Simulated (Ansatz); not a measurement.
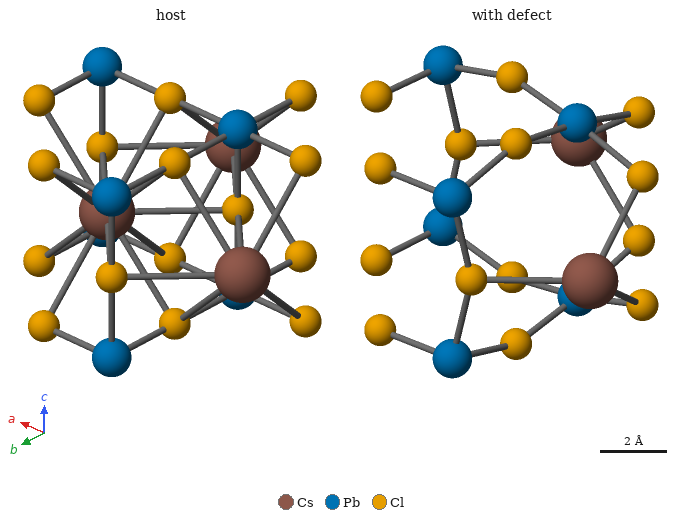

Left: perfect CsPbCl$_{3}$. Right: the same region with a pair of point defects, after relaxing the atoms in a supercell of 40 sites. The picture is a ball-and-stick view of the atoms within 5.3 Å of one point, seen from a free direction.

All numbers below come from Ansatz 0.2.0, DFT, PBEsol, PAW, plane waves. Set-up: plane-wave cutoff 420 eV; k-point mesh 1 × 1 × 1; mesh shifted by (0.25, 0.25, 0.25); no spin polarisation. Fermi-Dirac smearing of 0.01 eV. The axes drawn are those of the host's conventional cell.

Question: What kind of defect was made?

Answer: A caesium atom is taken out (a vacancy) and a chlorine atom is taken out (a vacancy), the two sites 4.0 Å apart.

The charge state of the cell is 0.

Question: What does the relaxation do around it?

Answer: Around the empty Cs site the host had 12 Cl at 3.97 Å; after relaxation the nearest atoms are . Around the empty Cl site the host had 2 Pb at 2.81 Å; after relaxation the nearest atoms are 2 Pb at 3.03 to 3.04 Å, 4 Cl at 3.52 to 3.54 Å. Of the host's atoms, a chlorine atom moves furthest from its site, by 0.85 Å.
